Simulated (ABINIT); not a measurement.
# Phonon bands calculation, with input and output: InAs (part 2 of 4)

The same run, continued: InAs (F-43m, 2 atoms in the cell); Kohn-Sham DFT of a periodic cell, PBE, PseudoDojo NC SR PBE v0.4.1 standard, no spin polarisation (ABINIT 10.8.3); cutoff 1034.03 eV, 4×4×4 k-mesh, fermi-dirac of 0.05 eV. The structure derives from an entry of the Crystallography Open Database. The settings are looser than a standard set-up, so the numbers are not reference values.

Geometry of the input (Å; fractional positions):
```
0.0000  3.0180  3.0180
3.0180  0.0000  3.0180
3.0180  3.0180  0.0000
In 0.0000  0.0000  0.0000
As 0.7500  0.7500  0.7500
```

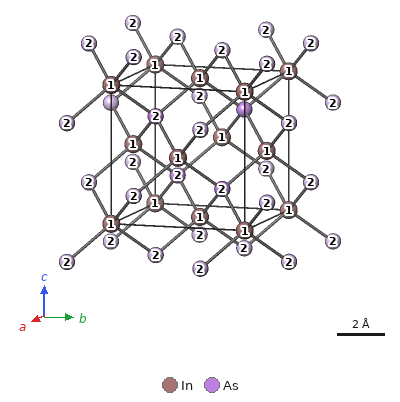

Fig. 1: The structure as given in the input (ball-and-stick view of the cell 4 times as large as that of the calculation, set on its symmetry axes, seen slightly off an axis; neighbours outside the cell are drawn fainter; atoms are numbered from 1 in the order of the input).

Log, continued
```
 cartesian forces (eV/Angstrom) at end:
    1     -0.00000000000000    -0.00000000000000     0.00000000000000
    2      0.00000000000000     0.00000000000000    -0.00000000000000
 frms,max,avg= 4.9394116E-27 7.7385708E-27   0.000E+00  0.000E+00  0.000E+00 e/A
 length scales=  1.000000000000  1.000000000000  1.000000000000 bohr
              =  0.529177210544  0.529177210544  0.529177210544 angstroms
 Fermi (or HOMO) energy (hartree) =   0.15690   Average Vxc (hartree)=  -0.35067
 Eigenvalues (hartree) for nkpt=   8  k points:
 kpt#   1, nband= 21, wtk=  0.01563, kpt=  0.0000  0.0000  0.0000 (reduced coord)
  -1.13084   -1.13084   -1.13084   -1.13053   -1.13053   -0.37668   -0.37668   -0.37668
  -0.37214   -0.37214   -0.28168    0.14891    0.15559    0.15559    0.15559    0.29870
   0.29870    0.29870    0.43262    0.51279    0.51279
      occupation numbers for kpt#   1
   2.00000    2.00000    2.00000    2.00000    2.00000    2.00000    2.00000    2.00000
   2.00000    2.00000    2.00000    1.97455    1.34187    1.34187    1.34187    0.00000
   0.00000    0.00000    0.00000    0.00000    0.00000
 prteigrs : prtvol=0 or 1, do not print more k-points.

--- !EnergyTerms
iteration_state     : {dtset: 1, }
comment             : Components of total free energy in Hartree
kinetic             :  1.18082824209137E+02
hartree             :  5.23327462891039E+01
xc                  : -4.38334002829562E+01
Ewald energy        : -9.28949152033449E+01
psp_core            :  4.09316211358486E+00
local_psp           : -1.43232439188077E+02
non_local_psp       : -6.70775102881193E+01
internal            : -1.72529532350672E+02
'-kT*entropy'       : -1.13103132603994E-04
total_energy        : -1.72529645453804E+02
total_energy_eV     : -4.69477082132563E+03
band_energy         : -1.52242793314609E+01
...

 Cartesian components of stress tensor (hartree/bohr^3)
  sigma(1 1)= -1.44733636E-04  sigma(3 2)=  0.00000000E+00
  sigma(2 2)= -1.44733636E-04  sigma(3 1)=  0.00000000E+00
  sigma(3 3)= -1.44733636E-04  sigma(2 1)=  0.00000000E+00

-Cartesian components of stress tensor (GPa)         [Pressure=  4.2582E+00 GPa]
- sigma(1 1)= -4.25821059E+00  sigma(3 2)=  0.00000000E+00
- sigma(2 2)= -4.25821059E+00  sigma(3 1)=  0.00000000E+00
- sigma(3 3)= -4.25821059E+00  sigma(2 1)=  0.00000000E+00

================================================================================
== DATASET  2 ==================================================================

--- !DatasetInfo
iteration_state: {dtset: 2, }
dimensions: {natom: 2, nkpt: 36, mband: 21, nsppol: 1, nspinor: 1, nspden: 1, mpw: 4184, }
cutoff_energies: {ecut:  38.0, pawecutdg:  -1.0, }
electrons: {nelect:   2.80000000E+01, charge:   0.00000000E+00, occopt:   3.00000000E+00, tsmear:   1.83746611E-03, }
meta: {optdriver: 1, rfphon: 1, }
...

 mkfilename : getwfk/=0, take file _WFK from output of DATASET   1.

 Exchange-correlation functional for the present dataset will be:
  GGA: Perdew-Burke-Ernzerhof functional - ixc=11
  J.P.Perdew, K.Burke, M.Ernzerhof, PRL 77, 3865 (1996)

 Real(R)+Recip(G) space primitive vectors, cartesian coordinates (Bohr,Bohr^-1):
 R(1)=  0.0000000  5.7031934  5.7031934  G(1)= -0.0876702  0.0876702  0.0876702
 R(2)=  5.7031934  0.0000000  5.7031934  G(2)=  0.0876702 -0.0876702  0.0876702
 R(3)=  5.7031934  5.7031934  0.0000000  G(3)=  0.0876702  0.0876702 -0.0876702
 Unit cell volume ucvol=  3.7100888E+02 bohr^3
 Angles (23,13,12)=  6.00000000E+01  6.00000000E+01  6.00000000E+01 degrees
 setup1 : take into account q-point for computing boxcut.

 getcut: wavevector=  0.0000  0.0000  0.0000  ngfft=  48  48  48
         ecut(hartree)=     38.000   => boxcut(ratio)=   2.14462
--------------------------------------------------------------------------------

 ==>  initialize data related to q vector <==

 The list of irreducible perturbations for this q vector is:
    1)    idir= 1    ipert=   1
    2)    idir= 1    ipert=   2

================================================================================

 The perturbation idir=   2  ipert=   1 is
 symmetric of a previously calculated perturbation.
 So, its SCF calculation is not needed.

 The perturbation idir=   3  ipert=   1 is
 symmetric of a previously calculated perturbation.
 So, its SCF calculation is not needed.

 The perturbation idir=   2  ipert=   2 is
 symmetric of a previously calculated perturbation.
 So, its SCF calculation is not needed.

 The perturbation idir=   3  ipert=   2 is
 symmetric of a previously calculated perturbation.
 So, its SCF calculation is not needed.

--------------------------------------------------------------------------------
 Perturbation wavevector (in red.coord.)   0.000000  0.000000  0.000000
 Perturbation : displacement of atom   1   along direction   1
 Found     2 symmetries that leave the perturbation invariant.
 symkpt : the number of k-points, thanks to the symmetries,
 is reduced to    24 .

--------------------------------------------------------------------------------

--------------------------------------------------------------------------------

 dfpt_looppert : total number of electrons, from k and k+q
  fully or partially occupied states are    2.800000E+01 and    2.800000E+01.
 Initialisation of the first-order wave-functions :
  ireadwf=   0

--- !BeginCycle
iteration_state: {dtset: 2, }
solver: {iscf: 7, nstep: 80, nline: 4, wfoptalg: 0, }
tolerances: {tolvrs: 1.00E-08, }
...

     iter   2DEtotal(Ha)        deltaE(Ha) residm    vres2
-ETOT  1   11.234372589896     -1.683E+04 2.832E+01 4.023E+02
 ETOT  2   4.9238270411499     -6.311E+00 4.262E-02 1.339E+02
 ETOT  3   4.8923807568192     -3.145E-02 2.074E-03 2.716E+01
 ETOT  4   4.8906715102696     -1.709E-03 1.647E-04 2.675E+00
 ETOT  5   4.8895361903981     -1.135E-03 2.385E-05 1.039E-01
 ETOT  6   4.8895247820167     -1.141E-05 2.869E-06 9.802E-03
 ETOT  7   4.8895237696981     -1.012E-06 4.162E-07 1.590E-04
 ETOT  8   4.8895237515992     -1.810E-08 5.584E-08 2.482E-05
 ETOT  9   4.8895237463933     -5.206E-09 9.787E-09 2.656E-06
 ETOT 10   4.8895237458112     -5.821E-10 1.426E-09 1.366E-07
 ETOT 11   4.8895237457857     -2.547E-11 2.439E-10 1.700E-09

 At SCF step   11       vres2   =  1.70E-09 < tolvrs=  1.00E-08 =>converged.
================================================================================

 ----iterations are completed or convergence reached----

 Mean square residual over all n,k,spin=   22.819E-13; max=  24.394E-11

 2DEtotal=    0.4889523746E+01 Ha. Also 2DEtotal=    0.133050719205E+03 eV
    (2DErelax=   -1.6836398860E+04 Ha. 2DEnonrelax=    1.6841288384E+04 Ha)
    (  non-var. 2DEtotal :    4.8895300923E+00 Ha)

--------------------------------------------------------------------------------
 Perturbation wavevector (in red.coord.)   0.000000  0.000000  0.000000
 Perturbation : displacement of atom   2   along direction   1
 Found     2 symmetries that leave the perturbation invariant.
 symkpt : the number of k-points, thanks to the symmetries,
 is reduced to    24 .

--------------------------------------------------------------------------------

--------------------------------------------------------------------------------

 dfpt_looppert : total number of electrons, from k and k+q
  fully or partially occupied states are    2.800000E+01 and    2.800000E+01.
 Initialisation of the first-order wave-functions :
  ireadwf=   0

--- !BeginCycle
iteration_state: {dtset: 2, }
solver: {iscf: 7, nstep: 80, nline: 4, wfoptalg: 0, }
tolerances: {tolvrs: 1.00E-08, }
...

     iter   2DEtotal(Ha)        deltaE(Ha) residm    vres2
-ETOT  1   17.084982859250     -6.366E+04 4.644E+01 8.484E+02
 ETOT  2   4.9104989111972     -1.217E+01 4.998E-01 1.062E+02
 ETOT  3   4.8877757476027     -2.272E-02 1.155E-02 1.201E+01
 ETOT  4   4.8854980862259     -2.278E-03 1.529E-03 1.651E+00
 ETOT  5   4.8850567292636     -4.414E-04 1.804E-04 1.820E-01
 ETOT  6   4.8850422838539     -1.445E-05 3.784E-05 3.410E-03
 ETOT  7   4.8850412555064     -1.028E-06 3.945E-06 7.340E-04
 ETOT  8   4.8850410412440     -2.143E-07 8.222E-07 1.882E-05
 ETOT  9   4.8850410376351     -3.609E-09 1.168E-07 4.295E-07
 ETOT 10   4.8850410374314     -2.037E-10 2.441E-08 1.742E-08
 ETOT 11   4.8850410373441     -8.731E-11 3.637E-09 4.286E-09

 At SCF step   11       vres2   =  4.29E-09 < tolvrs=  1.00E-08 =>converged.
================================================================================

 ----iterations are completed or convergence reached----

 Mean square residual over all n,k,spin=   18.175E-12; max=  36.365E-10

 2DEtotal=    0.4885041037E+01 Ha. Also 2DEtotal=    0.132928738495E+03 eV
    (2DErelax=   -6.3675682338E+04 Ha. 2DEnonrelax=    6.3680567379E+04 Ha)
    (  non-var. 2DEtotal :    4.8851022370E+00 Ha)

================================================================================

 ---- first-order wavefunction calculations are completed ----

 ==> Compute Derivative Database <==

  Dynamical matrix, in cartesian coordinates,
   if specified in the inputs, asr has been imposed
     j1       j2             matrix element
  dir pert dir pert     real part    imaginary part

   1    1   1    1         0.0751084392         0.0000000000
   1    1   1    2        -0.0751084392        -0.0000000000

   2    1   2    1         0.0751084392        -0.0000000000
   2    1   2    2        -0.0751084392         0.0000000000

   3    1   3    1         0.0751084392         0.0000000000
   3    1   3    2        -0.0751084392        -0.0000000000

   1    2   1    1        -0.0751091718         0.0000000000
   1    2   1    2         0.0751091718        -0.0000000000

   2    2   2    1        -0.0751091718        -0.0000000000
   2    2   2    2         0.0751091718         0.0000000000

   3    2   3    1        -0.0751091718         0.0000000000
   3    2   3    2         0.0751091718        -0.0000000000

  Phonon wavevector (reduced coordinates) :  0.00000  0.00000  0.00000
 Phonon energies in Hartree :
   0.000000E+00  0.000000E+00  0.000000E+00  9.533110E-04  9.533110E-04
   9.533110E-04
 Phonon frequencies in cm-1    :
   0.000000E+00  0.000000E+00  0.000000E+00  2.092276E+02  2.092276E+02
   2.092276E+02

================================================================================
== DATASET  3 ==================================================================

--- !DatasetInfo
iteration_state: {dtset: 3, }
dimensions: {natom: 2, nkpt: 64, mband: 21, nsppol: 1, nspinor: 1, nspden: 1, mpw: 4184, }
cutoff_energies: {ecut:  38.0, pawecutdg:  -1.0, }
electrons: {nelect:   2.80000000E+01, charge:   0.00000000E+00, occopt:   3.00000000E+00, tsmear:   1.83746611E-03, }
meta: {optdriver: 1, rfphon: 1, }
...

 mkfilename : getwfk/=0, take file _WFK from output of DATASET   1.

 Exchange-correlation functional for the present dataset will be:
  GGA: Perdew-Burke-Ernzerhof functional - ixc=11
  J.P.Perdew, K.Burke, M.Ernzerhof, PRL 77, 3865 (1996)

 Real(R)+Recip(G) space primitive vectors, cartesian coordinates (Bohr,Bohr^-1):
 R(1)=  0.0000000  5.7031934  5.7031934  G(1)= -0.0876702  0.0876702  0.0876702
 R(2)=  5.7031934  0.0000000  5.7031934  G(2)=  0.0876702 -0.0876702  0.0876702
 R(3)=  5.7031934  5.7031934  0.0000000  G(3)=  0.0876702  0.0876702 -0.0876702
 Unit cell volume ucvol=  3.7100888E+02 bohr^3
 Angles (23,13,12)=  6.00000000E+01  6.00000000E+01  6.00000000E+01 degrees
 setup1 : take into account q-point for computing boxcut.

 getcut: wavevector=  0.5000  0.0000  0.0000  ngfft=  48  48  48
         ecut(hartree)=     38.000   => boxcut(ratio)=   2.10018
--------------------------------------------------------------------------------

 ==>  initialize data related to q vector <==

 The list of irreducible perturbations for this q vector is:
    1)    idir= 1    ipert=   1
    2)    idir= 2    ipert=   1
    3)    idir= 1    ipert=   2
    4)    idir= 2    ipert=   2

================================================================================

 The perturbation idir=   3  ipert=   1 is
 symmetric of a previously calculated perturbation.
 So, its SCF calculation is not needed.

 The perturbation idir=   3  ipert=   2 is
 symmetric of a previously calculated perturbation.
 So, its SCF calculation is not needed.

--------------------------------------------------------------------------------
 Perturbation wavevector (in red.coord.)   0.500000  0.000000  0.000000
 Perturbation : displacement of atom   1   along direction   1
 Found     2 symmetries that leave the perturbation invariant.
 symkpt : the number of k-points, thanks to the symmetries,
 is reduced to    40 .

--------------------------------------------------------------------------------

--------------------------------------------------------------------------------

 dfpt_looppert : total number of electrons, from k and k+q
  fully or partially occupied states are    2.800000E+01 and    2.800000E+01.
 Initialisation of the first-order wave-functions :
  ireadwf=   0

--- !BeginCycle
iteration_state: {dtset: 3, }
solver: {iscf: 7, nstep: 80, nline: 4, wfoptalg: 0, }
tolerances: {tolvrs: 1.00E-08, }
...

     iter   2DEtotal(Ha)        deltaE(Ha) residm    vres2
-ETOT  1   14.074948195063     -1.706E+04 2.866E+01 2.003E+04
 ETOT  2   6.6942783434210     -7.381E+00 1.963E-01 1.615E+03
 ETOT  3   6.6105221933071     -8.376E-02 4.672E-03 3.255E+02
 ETOT  4   6.5969942456363     -1.353E-02 1.942E-03 4.355E+01
 ETOT  5   6.5940503520692     -2.944E-03 2.230E-04 7.407E+00
 ETOT  6   6.5937457687764     -3.046E-04 1.716E-04 5.162E-01
 ETOT  7   6.5937253203015     -2.045E-05 2.615E-05 1.005E-02
 ETOT  8   6.5937246648687     -6.554E-07 3.365E-06 4.255E-03
 ETOT  9   6.5937244121783     -2.527E-07 5.829E-07 2.558E-04
 ETOT 10   6.5937243956146     -1.656E-08 6.871E-08 9.356E-05
 ETOT 11   6.5937243902231     -5.391E-09 2.089E-08 3.472E-06
 ETOT 12   6.5937243899466     -2.765E-10 1.524E-09 3.577E-07
 ETOT 13   6.5937243899029     -4.366E-11 8.302E-10 1.264E-08
 ETOT 14   6.5937243900921      1.892E-10 5.565E-11 1.114E-09

 At SCF step   14       vres2   =  1.11E-09 < tolvrs=  1.00E-08 =>converged.
================================================================================

 ----iterations are completed or convergence reached----

 Mean square residual over all n,k,spin=   35.042E-14; max=  55.646E-12

 2DEtotal=    0.6593724390E+01 Ha. Also 2DEtotal=    0.179424381178E+03 eV
    (2DErelax=   -1.7065945001E+04 Ha. 2DEnonrelax=    1.7072538726E+04 Ha)
    (  non-var. 2DEtotal :    6.5937288122E+00 Ha)

--------------------------------------------------------------------------------
 Perturbation wavevector (in red.coord.)   0.500000  0.000000  0.000000
 Perturbation : displacement of atom   1   along direction   2
 The set of symmetries contains only one element for this perturbation.
 symkpt : not enough symmetry to change the number of k points.

--------------------------------------------------------------------------------

--------------------------------------------------------------------------------

 dfpt_looppert : total number of electrons, from k and k+q
  fully or partially occupied states are    2.800000E+01 and    2.800000E+01.
 Initialisation of the first-order wave-functions :
  ireadwf=   0

--- !BeginCycle
iteration_state: {dtset: 3, }
solver: {iscf: 7, nstep: 80, nline: 4, wfoptalg: 0, }
tolerances: {tolvrs: 1.00E-08, }
...

     iter   2DEtotal(Ha)        deltaE(Ha) residm    vres2
-ETOT  1   11.657486898286     -1.685E+04 2.862E+01 4.513E+02
 ETOT  2   5.2815901912039     -6.376E+00 9.616E-02 1.137E+02
 ETOT  3   5.2497463769326     -3.184E-02 4.678E-03 2.310E+01
 ETOT  4   5.2482786062977     -1.468E-03 4.149E-04 2.666E+00
 ETOT  5   5.2471170437969     -1.162E-03 3.434E-05 2.964E-02
 ETOT  6   5.2471132321883     -3.812E-06 6.952E-06 4.813E-03
 ETOT  7   5.2471127329994     -4.992E-07 4.026E-07 1.708E-04
 ETOT  8   5.2471127058637     -2.714E-08 1.090E-07 3.150E-05
 ETOT  9   5.2471126982858     -7.578E-09 9.163E-09 1.414E-06
 ETOT 10   5.2471126979693     -3.165E-10 2.076E-09 1.230E-07
 ETOT 11   5.2471126981039      1.346E-10 2.118E-10 2.374E-09

 At SCF step   11       vres2   =  2.37E-09 < tolvrs=  1.00E-08 =>converged.
================================================================================

 ----iterations are completed or convergence reached----

 Mean square residual over all n,k,spin=   20.725E-13; max=  21.176E-11

 2DEtotal=    0.5247112698E+01 Ha. Also 2DEtotal=    0.142781210304E+03 eV
    (2DErelax=   -1.6853039758E+04 Ha. 2DEnonrelax=    1.6858286871E+04 Ha)
    (  non-var. 2DEtotal :    5.2471181335E+00 Ha)
```
